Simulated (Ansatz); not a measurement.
## Cu15O8 (charge −1): geometry relaxation (part 4 of 4)

The same run, continued: Cu15O8 (defect cell, 23 atoms in the cell, total charge −1); DFT PBE, scalar-relativistic, plane waves, PAW, spin-polarised (Ansatz 0.2.0); cutoff 420 eV, 3×3×3 k-mesh, Gaussian smearing of 0.02 eV, collinear spins. The structure derives from a Materials Project entry. It belongs to a series of runs on one base structure; here: Cu vacancy (site c), charge -1, atoms relaxed at the host's cell.

Geometry of the input (Å; fractional positions):
```
-4.2982  4.2982  4.2982
4.2982  -4.2982  4.2982
4.2982  4.2982  -4.2982
Cu -0.0004  -0.0006  0.2495
Cu -0.0003  0.4995  0.7497
Cu 0.4997  -0.0005  0.7497
Cu 0.2568  0.4996  0.4983
Cu 0.7552  0.0107  0.5052
Cu 0.7424  0.4994  0.0010
Cu 0.2442  -0.0117  -0.0059
Cu 0.4996  0.2568  0.4982
Cu 0.0108  0.7551  0.5052
Cu -0.0114  0.2439  -0.0059
Cu 0.4997  0.7421  0.0011
Cu 0.7424  0.7423  0.7410
Cu 0.2569  0.2566  0.7582
Cu 0.2442  0.7551  0.2497
Cu 0.7552  0.2439  0.2497
O  0.4980  0.5022  0.4920
O  0.0042  0.0041  0.5053
O  -0.0049  0.4996  0.0008
O  0.4997  -0.0053  0.0008
O  -0.0049  -0.0051  -0.0062
O  0.4990  0.4931  0.0047
O  0.4997  0.0043  0.4986
O  0.0042  0.4995  0.4986
```

Trajectory as extended XYZ, continued:
```
23
Lattice="-4.2982 4.2982 4.2982 4.2982 -4.2982 4.2982 4.2982 4.2982 -4.2982" Properties=species:S:1:pos:R:3:forces:R:3 step=3 energy=-103896.85475
Cu    1.0706    1.0722   -1.0787    0.0010   0.0018   0.0022
Cu    5.3707    1.0735   -1.0769   -0.0008   0.0003  -0.0006
Cu    1.0706    5.3733   -1.0779    0.0020  -0.0016   0.0009
Cu    3.1730    1.0969    1.1197    0.0045   0.0008  -0.0034
Cu   -1.0176    5.3695    1.1320    0.0102   0.0031   0.0075
Cu   -1.0289    1.0496    5.3239   -0.0054  -0.0022  -0.0015
Cu   -1.1382    1.0762    1.0107   -0.0084  -0.0030  -0.0057
Cu    1.0958    3.1721    1.1234    0.0012   0.0078  -0.0105
Cu    5.3704   -1.0152    1.1320   -0.0006   0.0057   0.0064
Cu    1.0717   -1.1362    1.0111    0.0000  -0.0051  -0.0048
Cu    1.0457   -1.0243    5.3196    0.0101  -0.0185   0.0169
Cu    3.1721    3.1750    3.1966    0.0006  -0.0034  -0.0036
Cu    3.2692    3.2696   -1.0541   -0.0094  -0.0043   0.0005
Cu    3.2810   -1.1357    3.2241    0.0099  -0.0062  -0.0038
Cu   -1.1377    3.2838    3.2187   -0.0085   0.0062   0.0028
O     2.0746    2.0729    2.2200    0.0002   0.0031   0.0107
O     2.1758    2.1766   -2.1309   -0.0003  -0.0006  -0.0132
O     2.1763   -2.1702    2.1178    0.0002   0.0093   0.0001
O    -2.1760    2.1798    2.1152    0.0127   0.0022  -0.0022
O    -0.0333   -0.0303   -0.0234   -0.0005  -0.0004   0.0083
O     0.0670    0.0721    4.2217   -0.0012   0.0178  -0.0077
O     0.0218    4.2669    0.0283   -0.0180  -0.0013   0.0014
O     4.2659    0.0198    0.0263    0.0006  -0.0113  -0.0006
23
Lattice="-4.2982 4.2982 4.2982 4.2982 -4.2982 4.2982 4.2982 4.2982 -4.2982" Properties=species:S:1:pos:R:3:forces:R:3 step=4 energy=-103896.85475
Cu    1.0706    1.0722   -1.0787    0.0010   0.0018   0.0022
Cu    5.3707    1.0735   -1.0769   -0.0008   0.0002  -0.0006
Cu    1.0706    5.3733   -1.0779    0.0020  -0.0016   0.0009
Cu    3.1730    1.0969    1.1197    0.0044   0.0007  -0.0032
Cu   -1.0176    5.3695    1.1320    0.0102   0.0031   0.0074
Cu   -1.0289    1.0496    5.3239   -0.0053  -0.0021  -0.0016
Cu   -1.1382    1.0762    1.0107   -0.0083  -0.0030  -0.0056
Cu    1.0958    3.1721    1.1234    0.0012   0.0078  -0.0105
Cu    5.3704   -1.0152    1.1320   -0.0006   0.0056   0.0063
Cu    1.0717   -1.1362    1.0111    0.0000  -0.0050  -0.0047
Cu    1.0457   -1.0243    5.3196    0.0102  -0.0185   0.0169
Cu    3.1721    3.1750    3.1966    0.0006  -0.0035  -0.0035
Cu    3.2692    3.2696   -1.0541   -0.0093  -0.0042   0.0005
Cu    3.2810   -1.1357    3.2241    0.0099  -0.0062  -0.0038
Cu   -1.1377    3.2838    3.2187   -0.0084   0.0061   0.0028
O     2.0746    2.0729    2.2200    0.0005   0.0030   0.0106
O     2.1758    2.1766   -2.1309    0.0001  -0.0005  -0.0128
O     2.1763   -2.1702    2.1178    0.0005   0.0089   0.0000
O    -2.1760    2.1798    2.1152    0.0128   0.0022  -0.0022
O    -0.0333   -0.0303   -0.0234   -0.0008  -0.0002   0.0081
O     0.0670    0.0721    4.2217   -0.0018   0.0177  -0.0077
O     0.0218    4.2669    0.0283   -0.0180  -0.0013   0.0015
O     4.2659    0.0198    0.0263    0.0002  -0.0110  -0.0007
```

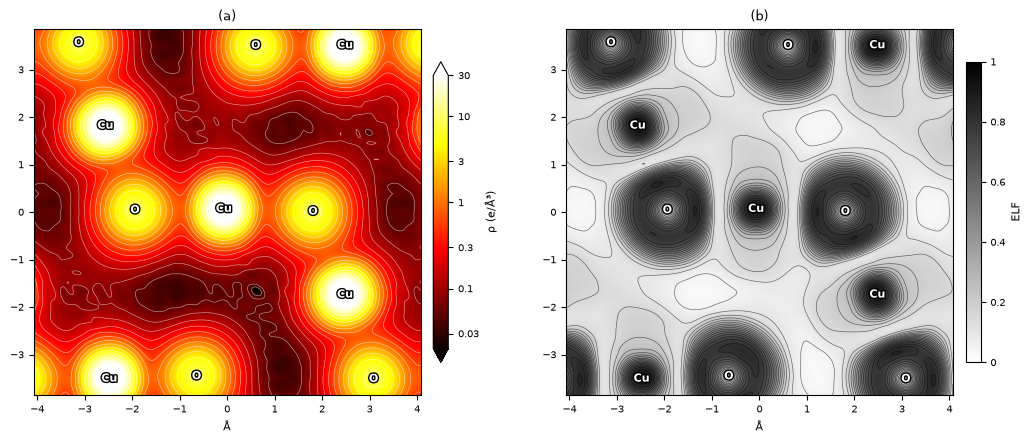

(a) valence charge density (pseudo); (b) electron localisation function on the (001) plane of the calculation cell. The section cuts through Cu and O sites. Cu–O (1.84 Å): ρ is about 0.86 e/Å³ halfway; the ELF is about 0.25 at the midpoint. Cu–O (1.87 Å): ρ is about 0.76 e/Å³ halfway; the ELF is about 0.25 at the midpoint. Away from the nuclei the density in this plane falls to 0.01 e/Å³ at its lowest. The strong features right at Cu lie inside the PAW spheres (semicore, d or f shells) and say nothing about bonding. In a PAW calculation such maps are meaningful between the atoms, not at the nuclei.

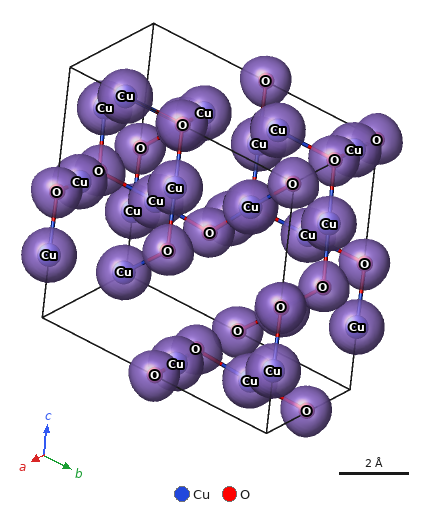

Isosurface of the valence electron density at 1 e/Å³ (purple), seen slightly off an axis. Sticks mark near contacts. The outline is the calculation cell. At this value the density breaks into separate islands; it holds about 80 % of the electrons treated as valence (semicore included). It is pinched off along the Cu–O (1.83 Å) and Cu–O (1.87 Å) contacts. On the grid the lowest density along these lines, outside the cores, is 0.86 e/Å³ (Cu–O, 1.83 Å) and 0.76 e/Å³ (Cu–O, 1.87 Å).

Results in brief:

```tsv
quantity	value
outcome	converged
electrons treated	334
free energy	−103896.8548 eV
Fermi energy	9.924 eV
gap on the k-point mesh	0.53 eV
net moment of the cell	0.00 μB
integrated absolute moment	0.00 μB
final volume	317.63 Å³
largest force (length of the vector) at the end	0.027 eV/Å
wall time	7.9 min (CPU time 30 min)
peak memory	2.3 GiB
```

Remarks:

The program warns: some starting moments were not kept. Semilocal DFT without U tends to delocalise the d electrons of such compounds and to underestimate the gap.
